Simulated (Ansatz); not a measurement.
# Se: a changed input and its effect

System: Se (P3₁21, 3 atoms in the cell).
Method of run A: DFT PBE, scalar-relativistic, plane waves, PAW, no spin polarisation (Ansatz 0.2.0).

The structure derives from an entry of the Crystallography Open Database. Text and figures count atoms from 1; the logs count them from 0 in places.

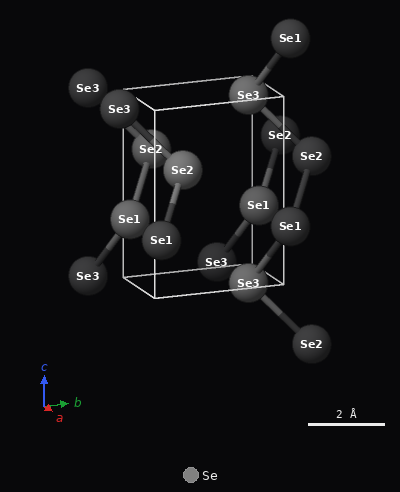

Fig. 1: The structure (ball-and-stick view of the cell of the calculation, seen slightly off an axis; neighbours outside the cell are drawn fainter; atoms are numbered from 1 in the order of the input). An atom can appear more than once, as a periodic image. Near neighbours in the periodic cell (some may lie outside the picture): Se has 2 Se at 2.40 Å.

**Input file, run A**
```yaml
crystal:
  lattice:
    - [4.5257155738, 0.0, 0.0]
    - [-2.2628577869, 3.9193846572, 0.0]
    - [0.0, 0.0, 5.0436524507]
  atoms:
    - { symbol: Se, position: [0.2185979062, 0.0, 0.3333333333] }
    - { symbol: Se, position: [0.0, 0.2185979062, 0.6666666667] }
    - { symbol: Se, position: [0.7814020938, 0.7814020938, 0.0] }
basis:
  ecutwfc: 420
kpoints:
  mp_grid: { grid: [6, 6, 6] }
  band_path: { path: [VBM, CBM], npoints: 2 }
hamiltonian:
  xc: pbe
scf:
  occupations: { method: gaussian, width: 0.02 }
output:
  forces: true
  stress: true
  eigenvalues: true
checkpoint:
  read: start.run
  write: ck
  compress: false
  write_wavefunctions: false
  write_every: 100000
```

Command:
```bash
ansatz run input.yaml --threads 1 --pin off --max-ram 2560MiB --backend cpu --events-out ev --progress --plain --runs-dir out
```

Hardware: 1 thread of Arm Neoverse V1, 24 GiB of memory available, shared host.

**Output, shortened to warnings, some set-up lines, iterations and results (run A)**
```
Basis set: ecut = 420 eV, 1787 PW (Γ), exchange–correlation on 64×64×72 points (8 copies of the dense FFT grid, shifted against one another)
Symmetry: 6 space group operations
k-points: 34 of 216 (time reversal used)
Initial density: read from a saved state, or passed on in memory by an earlier SCF of this step, an earlier step, the calling program or the single point that the run made first
[...]
SCF iter   1: F=—  HF=-16407.237378 eV  |F-HF|=—  |Δ(HF+E_count)|=         —  Δρ=1.47e-6  dr2=2.16e-9  ethr=2.64e-7  ⟨swp⟩=2.6  Hψ=6359  notcnv=0
SCF iter   2: F=—  HF=-16407.237379 eV  |F-HF|=—  |Δ(HF+E_count)|=   4.42e-7  Δρ=6.18e-7  dr2=3.90e-10  ethr=4.51e-12  ⟨swp⟩=6.0  Hψ=4400  notcnv=0
SCF iter   3: F=-16407.237379 eV  HF=-16407.237379 eV  |F-HF|=2.00e-10  |Δ(HF+E_count)|=  2.80e-10  Δρ=4.10e-7  dr2=1.72e-10  ethr=1.00e-12  ⟨swp⟩=1.5  Hψ=2708  notcnv=0
SCF 1 converged in 3 iterations: F = -16407.237379 eV  dr2 = 1.72e-10
NSCF: frozen V_eff on 34 k-points
NSCF: frozen V_eff on 34 k-points
NSCF: frozen V_eff on 34 k-points
NSCF: frozen V_eff on 11 k-points
NSCF: frozen V_eff on 21 k-points
NSCF: frozen V_eff on 18 k-points
NSCF: frozen V_eff on 11 k-points
NSCF: frozen V_eff on 21 k-points
NSCF: frozen V_eff on 10 k-points
NSCF: frozen V_eff on 7 k-points
NSCF: frozen V_eff on 3 k-points
NSCF: frozen V_eff on 8 k-points
NSCF: frozen V_eff on 3 k-points
NSCF: frozen V_eff on 10 k-points
NSCF: frozen V_eff on 7 k-points
NSCF: frozen V_eff on 3 k-points
NSCF: frozen V_eff on 8 k-points
NSCF: frozen V_eff on 3 k-points
NSCF: frozen V_eff on 10 k-points
NSCF: frozen V_eff on 7 k-points
NSCF: frozen V_eff on 3 k-points
NSCF: frozen V_eff on 8 k-points
NSCF: frozen V_eff on 3 k-points
NSCF: frozen V_eff on 3 k-points
SCF converged after 3 iterations
Free energy (F): -16407.237379 eV
Harris-Foulkes:  -16407.237379 eV  (|F-HF|=2.00e-10)
Internal energy: -16407.237379 eV  (E = F + TS)
E sigma→0 (E₀):  -16407.237379 eV
Fermi energy:    6.188912 eV
--- Per-component energies (eV) ---
  E_band       = -1274.900480
  E_kinetic    = 350.223850
  E_local      = -8066.107194  (includes V_loc(G=0)·N_el)
  E_nonlocal   = -1783.257551
  E_hartree    = 3931.384300
  E_xc         = -310.045375
  E_vxc        = -290.919749  (∫ρ·V_xc dr)
  E_paw        = -5736.078372  (= ΣΔE_a)
  E_vpaw       = 652.393658  (= ΣTr[D̂ρ^β])
  E_aug_tail   = -0.001782  (compensation charges beyond the density's cutoff)
  E_ewald      = -4793.355254
  E_smearing   = -0.000000  (= −TS)
  E_closure    = -0.000000  (closes the sum)
  Σ components = -16407.237379   (vs F -16407.237379, Δ=0.00e0)
--- Forces (eV/Å), atoms counted from 1 ---
  atom   1  Se     0.00000592     0.00000000    -0.00000000
  atom   2  Se    -0.00000296     0.00000512    -0.00000000
  atom   3  Se    -0.00000296    -0.00000512     0.00000000
  max |Σ_I F_I| component: 4.60e-17 eV/Å
--- Stress (GPa, compression-positive) ---
        0.009269       0.000000       0.000000
        0.000000       0.009269       0.000000
        0.000000       0.000000       0.000328
  P = ⅓ Tr σ = 0.0063 GPa (0.063 kbar)
```

The input of run B differs as follows (lines with − go, lines with + come):
```diff
-    - [4.5257155738, 0.0, 0.0]
-    - [-2.2628577869, 3.9193846572, 0.0]
-    - [0.0, 0.0, 5.0436524507]
+    - [3.9166948244, 0.0, 0.0]
+    - [-1.9583474122, 3.3919572168, 0.0]
+    - [0.0, 0.0, 5.1454012191]
-    - { symbol: Se, position: [0.2185979062, 0.0, 0.3333333333] }
-    - { symbol: Se, position: [0.0, 0.2185979062, 0.6666666667] }
-    - { symbol: Se, position: [0.7814020938, 0.7814020938, 0.0] }
+    - { symbol: Se, position: [0.2591868532, 0.0, 0.3333333333] }
+    - { symbol: Se, position: [0.0, 0.2591868532, 0.6666666667] }
+    - { symbol: Se, position: [0.7408131468, 0.7408131468, 0.0] }
-  mp_grid: { grid: [6, 6, 6] }
+  mp_grid: { grid: [12, 12, 6] }
```

What does this change do to the results?

With the same functional and potentials, run B lies 67.9 meV per atom higher (other lines of the input change too). The gap on the mesh goes from 1.03 to 0.29 eV. The pressure goes from 0.01 to 4.98 GPa. The volume per atom goes from 29.82 to 22.79 Å³. The irreducible k-points go from 34 to 100. The plane waves at Γ go from 1787 to 1385.

**Output, shortened to warnings, some set-up lines, iterations and results (run B)**
```
Basis set: ecut = 420 eV, 1385 PW (Γ), exchange–correlation on 54×54×72 points (8 copies of the dense FFT grid, shifted against one another)
Symmetry: 6 space group operations
k-points: 100 of 864 (time reversal used)
Initial density: read from a saved state, or passed on in memory by an earlier SCF of this step, an earlier step, the calling program or the single point that the run made first
[...]
SCF iter   1: F=—  HF=-16407.033707 eV  |F-HF|=—  |Δ(HF+E_count)|=         —  Δρ=3.41e-7  dr2=9.22e-11  ethr=5.60e-8  ⟨swp⟩=2.9  Hψ=19189  notcnv=0
SCF iter   2: F=-16407.033707 eV  HF=-16407.033707 eV  |F-HF|=3.64e-12  |Δ(HF+E_count)|=   3.07e-9  Δρ=2.08e-7  dr2=3.35e-11  ethr=1.00e-12  ⟨swp⟩=5.7  Hψ=12122  notcnv=0
SCF 1 converged in 2 iterations: F = -16407.033707 eV  dr2 = 3.35e-11
NSCF: frozen V_eff on 34 k-points
NSCF: frozen V_eff on 34 k-points
NSCF: frozen V_eff on 34 k-points
NSCF: frozen V_eff on 34 k-points
NSCF: frozen V_eff on 25 k-points
NSCF: frozen V_eff on 15 k-points
NSCF: frozen V_eff on 34 k-points
NSCF: frozen V_eff on 7 k-points
NSCF: frozen V_eff on 29 k-points
NSCF: frozen V_eff on 20 k-points
NSCF: frozen V_eff on 14 k-points
NSCF: frozen V_eff on 24 k-points
NSCF: frozen V_eff on 16 k-points
NSCF: frozen V_eff on 21 k-points
NSCF: frozen V_eff on 11 k-points
NSCF: frozen V_eff on 13 k-points
NSCF: frozen V_eff on 8 k-points
NSCF: frozen V_eff on 8 k-points
NSCF: frozen V_eff on 4 k-points
NSCF: frozen V_eff on 11 k-points
NSCF: frozen V_eff on 4 k-points
NSCF: frozen V_eff on 9 k-points
NSCF: frozen V_eff on 1 k-points
NSCF: frozen V_eff on 10 k-points
NSCF: frozen V_eff on 10 k-points
NSCF: frozen V_eff on 3 k-points
SCF converged after 2 iterations
Free energy (F): -16407.033707 eV
Harris-Foulkes:  -16407.033707 eV  (|F-HF|=3.64e-12)
Internal energy: -16407.033707 eV  (E = F + TS)
E sigma→0 (E₀):  -16407.033707 eV
Fermi energy:    9.734842 eV
--- Per-component energies (eV) ---
  E_band       = -1113.717152
  E_kinetic    = 352.988826
  E_local      = -6899.442423  (includes V_loc(G=0)·N_el)
  E_nonlocal   = -1782.758232
  E_hartree    = 3428.449500
  E_xc         = -312.035173
  E_vxc        = -293.720181  (∫ρ·V_xc dr)
  E_paw        = -5736.028968  (= ΣΔE_a)
  E_vpaw       = 652.317315  (= ΣTr[D̂ρ^β])
  E_aug_tail   = -0.001720  (compensation charges beyond the density's cutoff)
  E_ewald      = -5458.205517
  E_smearing   = -0.000000  (= −TS)
  E_closure    = -0.000000  (closes the sum)
  Σ components = -16407.033707   (vs F -16407.033707, Δ=0.00e0)
--- Forces (eV/Å), atoms counted from 1 ---
  atom   1  Se    -0.00474657     0.00000000    -0.00000000
  atom   2  Se     0.00237328    -0.00411065    -0.00000000
  atom   3  Se     0.00237328     0.00411065     0.00000000
  max |Σ_I F_I| component: 7.59e-17 eV/Å
--- Stress (GPa, compression-positive) ---
        4.976812       0.000000       0.000000
       -0.000000       4.976812       0.000000
        0.000000       0.000000       4.985312
  P = ⅓ Tr σ = 4.9796 GPa (49.796 kbar)
```

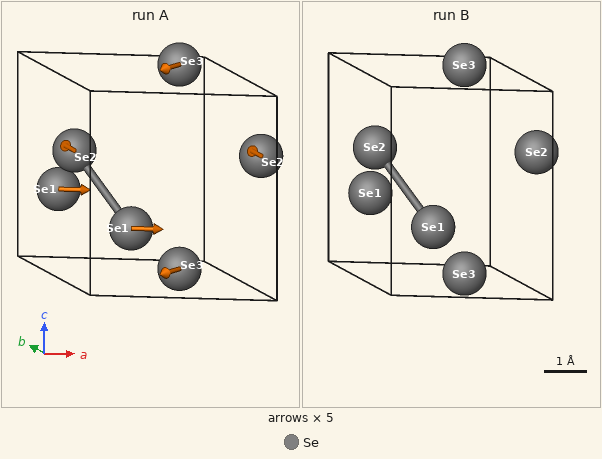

Fig. 2: The two input geometries at one scale (ball-and-stick view of the cell of the calculation, seen slightly off an axis). The orange arrows on the first give the shifts of the atoms relative to the cell, with their mean removed, magnified 5 times. The largest moves relative to the cell, 0.16 Å, are those of Se1, Se2 and Se3. (The mean shift of all atoms is removed.) The drawn cell changes as follows: a = b 4.526 → 3.917 Å (−13.5 %), c 5.044 → 5.145 Å (+2.0 %); the volume changes by −23.6 %. Among the contacts that change: Se1–Se2 2.401 → 2.456 Å.

**The two runs side by side**

| quantity | run A | run B |
| --- | --- | --- |
| outcome | converged | converged |
| free energy per atom (eV) | −5469.0791 | −5469.0112 |
| gap on the mesh (eV) | 1.03 | 0.29 |
| pressure (GPa) | 0.01 | 4.98 |
| volume per atom (Å³) | 29.82 | 22.79 |
| largest force (eV/Å) | 0.000 | 0.005 |
| irreducible k-points | 34 | 100 |
| plane waves at Γ | 1787 | 1385 |
| wall time (shared host) | 36 s | 45 s |
